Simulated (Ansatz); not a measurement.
# ZnO: single-point calculation

System: ZnO (2 atoms in the cell).
Method: DFT, PBE, plane waves, PAW, no spin polarisation (Ansatz 0.2.0).

The structure was built on a prototype by a generator. Some settings of this run were made unusual or wrong on purpose. The geometry comes from this level: r2SCAN.

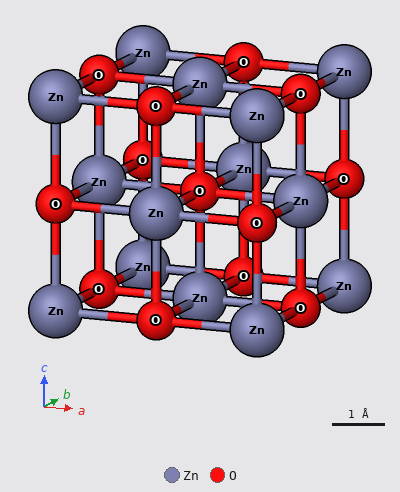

Fig. 1: The input geometry (ball-and-stick view of the cell 4 times as large as that of the calculation, set on its symmetry axes, seen slightly off an axis). Near neighbours in the crystal (not all of them lie inside the picture): Zn has 6 O at 2.13 Å; O has 6 Zn at 2.13 Å.

Input file
```yaml
crystal:
  lattice:
    - [0.0, 2.1337703828, 2.1337703828]
    - [2.1337703828, 0.0, 2.1337703828]
    - [2.1337703828, 2.1337703828, 0.0]
  atoms:
    - { symbol: Zn, position: [0.0, 0.0, 0.0] }
    - { symbol: O, position: [0.5, 0.5, 0.5] }
kpoints:
  mp_grid: { grid: [8, 8, 8] }
hamiltonian:
  xc: pbe
scf:
  occupations: { method: fixed }
  n_extra_bands: 4
  max_iter: 64
output:
  forces: true
  stress: true
  eigenvalues: true
total_charge: 2
```

Machine: 4 threads of AMD EPYC (Zen 3), 189 GiB of memory available, shared host.

Launched with:
```bash
ansatz run input.yaml --threads 4 --pin off --max-ram 3686MiB --backend cpu --events-out ev --progress --plain --runs-dir out
```

Log
```
scf.n_extra_bands = 4 over 8 filled bands (N_el = 16.0): the run solves 12 bands
Engine: ansatz 0.2.0, x86_64-unknown-linux-gnu
Pseudopotentials: kind: paw
Pseudopotential: Zn, paw, valence charge 12, recommended cutoff 420 eV (normal), Zn.paw.azcp
Pseudopotential: O, paw, valence charge 6, recommended cutoff 420 eV (normal), O.paw.azcp
Functional definition: PBE
  parameter kappa = 0.804
  parameter beta = 0.06672455060314922
  exchange = pbe_x(kappa = kappa, mu = beta*pi^2/3)
  correlation = pbe_c(beta = beta)
Crystal: 2 atoms, lattice volume = 19.430 Å³
Basis set: ecut = 420 eV, 339 PW (Γ), exchange–correlation on 48×48×48 points (8 copies of the dense FFT grid, shifted against one another)
Bands: 12, of which v1, the nominal top of the filled ones, is band 8 counted from 1 (7 counted from 0)
Symmetry: 48 space group operations
Space group: Fm-3m (ITA 225), of the structure as read, at distance tolerance 2.7e-5 Å
k-points: 29 of 512
Non-local potential: Zn, projectors of the file, l = 0: 2, l = 1: 2, l = 2: 3, l = 3: 1
Non-local potential: O, projectors of the file, l = 0: 2, l = 1: 2, l = 2: 1
PAW form: soft (Blöchl's): semilocal exchange-correlation on the pseudo side does not see the compensation charge
PAW one-centre angular grid: Zn, 590 points (default); XC on 64 Gauss nodes
PAW one-centre angular grid: O, 110 points (default); XC on 64 Gauss nodes
Initial density: superposition of atomic densities (neutral atoms scaled as one to the charged cell's electrons: chi_scale 0, normalization atom), corrected by the library's trained network
Initial wavefunctions: pseudopotential atomic-orbital guess
Functional: x = pbe(κ = 0.804, μ = 0.2195149727645171), c = pbe(β = 0.06672455060314922)
SCF iter   1: F=—  HF=-3914.502431 eV  |F-HF|=—  |Δ(HF+E_count)|=         —  Δρ=4.64e-1  dr2=2.56e1  ethr=1.77e-3  ⟨swp⟩=5.1  Hψ=1884  notcnv=0  defer=59
preconditioner: auto → none  [insulator: Δε(μ)=0.000 eV  Ē_g=23.054 eV  n_scr=8 (ndim 8)  ℏωp=33.7 eV  f_vac=0.000  ε∞_Penn≈3.1]
SCF iter   2: F=—  HF=-3907.126148 eV  |F-HF|=—  |Δ(HF+E_count)|=    7.38e0  Δρ=4.66e-1  dr2=3.24e1  ethr=1.77e-3  ⟨swp⟩=3.9  Hψ=1150  notcnv=0  defer=57
SCF iter   3: F=—  HF=-3904.322485 eV  |F-HF|=—  |Δ(HF+E_count)|=    2.80e0  Δρ=2.06e-1  dr2=5.65e0  ethr=1.77e-3  ⟨swp⟩=3.2  Hψ=1090  notcnv=0  defer=59
SCF iter   4: F=—  HF=-3902.932061 eV  |F-HF|=—  |Δ(HF+E_count)|=    1.39e0  Δρ=8.18e-2  dr2=9.66e-1  ethr=1.77e-3  ⟨swp⟩=2.4  Hψ=893  notcnv=0  defer=36
SCF iter   5: F=—  HF=-3903.009682 eV  |F-HF|=—  |Δ(HF+E_count)|=   7.76e-2  Δρ=7.34e-2  dr2=7.91e-1  ethr=1.77e-3  ⟨swp⟩=2.5  Hψ=797  notcnv=0  defer=43
SCF iter   6: F=—  HF=-3903.092142 eV  |F-HF|=—  |Δ(HF+E_count)|=   8.25e-2  Δρ=7.59e-2  dr2=8.12e-1  ethr=1.77e-3  ⟨swp⟩=2.3  Hψ=672  notcnv=0  defer=43
SCF iter   7: F=—  HF=-3903.034861 eV  |F-HF|=—  |Δ(HF+E_count)|=   5.73e-2  Δρ=2.64e-2  dr2=1.06e-1  ethr=1.77e-3  ⟨swp⟩=2.1  Hψ=557  notcnv=0  defer=59
SCF iter   8: F=—  HF=-3903.023288 eV  |F-HF|=—  |Δ(HF+E_count)|=   1.16e-2  Δρ=1.19e-2  dr2=2.15e-2  ethr=6.64e-4  ⟨swp⟩=1.0  Hψ=580  notcnv=0  defer=12
SCF iter   9: F=—  HF=-3903.020586 eV  |F-HF|=—  |Δ(HF+E_count)|=   2.70e-3  Δρ=2.14e-3  dr2=6.90e-4  ethr=1.34e-4  ⟨swp⟩=2.0  Hψ=387  notcnv=0  defer=20
SCF iter  10: F=—  HF=-3903.020504 eV  |F-HF|=—  |Δ(HF+E_count)|=   8.13e-5  Δρ=1.68e-4  dr2=4.32e-6  ethr=4.31e-6  ⟨swp⟩=2.0  Hψ=396  notcnv=0  defer=17
SCF iter  11: F=—  HF=-3903.020507 eV  |F-HF|=—  |Δ(HF+E_count)|=   2.40e-6  Δρ=2.14e-5  dr2=7.99e-8  ethr=1.00e-12  ⟨swp⟩=4.1  Hψ=3085  notcnv=0
SCF iter  12: F=-3903.020507 eV  HF=-3903.020507 eV  |F-HF|=1.82e-9  |Δ(HF+E_count)|=   9.31e-9  Δρ=2.97e-6  dr2=7.38e-10  ethr=4.99e-10  ⟨swp⟩=2.9  Hψ=1184  notcnv=0
WARN: a fill by count may have filled part of one level: at k-index 17 the highest filled band, 5.996595 eV, and the lowest empty band, 5.996595 eV, stand 8.882e-16 eV apart, within the solve's uncertainty, 3.162e-4 eV. If they are one level, whatever splits it, however little, can move the result. A smearing (`scf.occupations.method` with a `width`) well over the split that the run's distortions make, where the deck can take one, can fill the level evenly. On an open shell (a free atom, a radical) an even fill, a smearing's or one that the run's symmetry operations hold, can lie tenths of an eV above a state that splits the level, and an energy difference taken against it is then off by as much. To look for that state on an open shell, re-run with `crystal.symmetry.detect: false`, without `crystal.symmetry.time_reversal: true` (on a non-collinear deck from a starting moment too), where the deck allows it, and compare the energies; that run can end on one of several states, or fail to converge. If the gap is true, a tighter SCF threshold (`scf.convergence.dr2_threshold`, or `saddle.dr2_threshold`, `phonons.dr2_threshold` by `fd` or `hamiltonian.hubbard.lr.dr2_threshold` where that key governs the SCF) lowers that uncertainty; where it stays it is the eigensolver's: a larger `scf.n_extra_bands` or, on support functions, `scf.eigensolver.kind: davidson` lowers it. See `scf.occupations.method`, Limitations, in the input reference
SCF 1 converged in 12 iterations: F = -3903.020507 eV  dr2 = 7.38e-10
  greatest PAW one-centre occupation: 0.987 electrons in one spin orbital (limit 2), on the Zn atom at site 0 (counted from 0), in its partial waves of l = 2
```

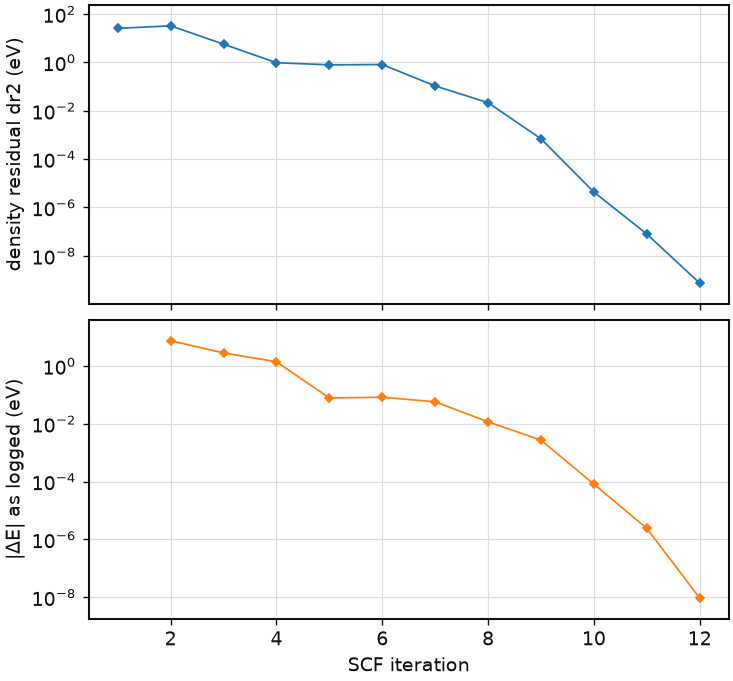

Fig. 2: Convergence of the self-consistent field: density residual dr2 and size of the energy change against the SCF iteration. The residual falls almost steadily, with no more than small rises.

```
SCF converged after 12 iterations
Free energy (F): -3903.020507 eV
Harris-Foulkes:  -3903.020507 eV  (|F-HF|=1.82e-9)
Internal energy: -3903.020507 eV  (E = F + TS)
E sigma→0 (E₀):  -3903.020507 eV
Fermi energy:    7.945622 eV
--- Per-component energies (eV) ---
  E_band       = 43.067811
  E_kinetic    = 269.976269
  E_local      = -1651.624757  (includes V_loc(G=0)·N_el)
  E_nonlocal   = 638.875002
  E_hartree    = 654.785946
  E_xc         = -190.592205
  E_vxc        = -119.754859  (∫ρ·V_xc dr)
  E_paw        = -1967.365648  (= ΣΔE_a)
  E_vpaw       = -403.977503  (= ΣTr[D̂ρ^β])
  E_aug_tail   = 0.001546  (compensation charges beyond the density's cutoff)
  E_ewald      = -1657.076660
  E_smearing   = -0.000000  (= −TS)
  E_closure    = 0.000000  (closes the sum)
  E_deformation_potential = 34.448137  (in the stress; not in F)
  Σ components = -3903.020507   (vs F -3903.020507, Δ=0.00e0)
--- Forces (eV/Å), atoms counted from 1 ---
  atom   1  Zn    -0.00000000    -0.00000000     0.00000000
  atom   2  O      0.00000000    -0.00000000     0.00000000
  max |Σ_I F_I| component: 1.12e-29 eV/Å
--- Stress (GPa, compression-positive) ---
       22.011427       0.000000       0.000000
        0.000000      22.011427       0.000000
        0.000000      -0.000000      22.011427
  P = ⅓ Tr σ = 22.0114 GPa (220.114 kbar)
--- Band table (eV; the first three rows and the last of 29) ---
  k-point 0: bands = ["-9.9711", "4.1015", "4.1015", "4.1015", "4.1292", "4.1292", "6.6831", "6.6831", "6.6831", "11.5837", "29.5177", "29.5177"]
  k-point 1: bands = ["-9.8453", "3.9138", "3.9138", "3.9965", "4.1457", "4.1457", "6.0980", "6.9171", "6.9171", "12.4056", "25.9810", "28.1629"]
  k-point 2: bands = ["-9.5239", "3.4764", "3.5032", "3.5032", "4.2457", "4.2457", "5.3786", "7.3906", "7.3906", "14.0606", "22.5659", "26.1821"]
  k-point 28: bands = ["-8.8786", "3.2409", "3.6617", "3.6617", "4.4930", "4.5186", "5.3398", "5.3398", "6.5764", "17.0447", "21.0454", "21.0454"]
```

What the run reported

```csv
quantity,value
outcome,converged
space group (tolerance 0.01 Å),Fm-3m (225)
electrons treated,16
free energy,−3903.0205 eV
Fermi energy,7.946 eV
band gap,none (metallic)
pressure,22.01 GPa
largest force (length of the vector),under 0.001 eV/Å
wall time,4 s (CPU time 3.5 s)
peak memory,0.3 GiB
```

Some settings of this run were drawn to be unusual or wrong. It converged; results that depend on the unusual settings are not reference values. Notes on the run: filled and empty bands overlap.
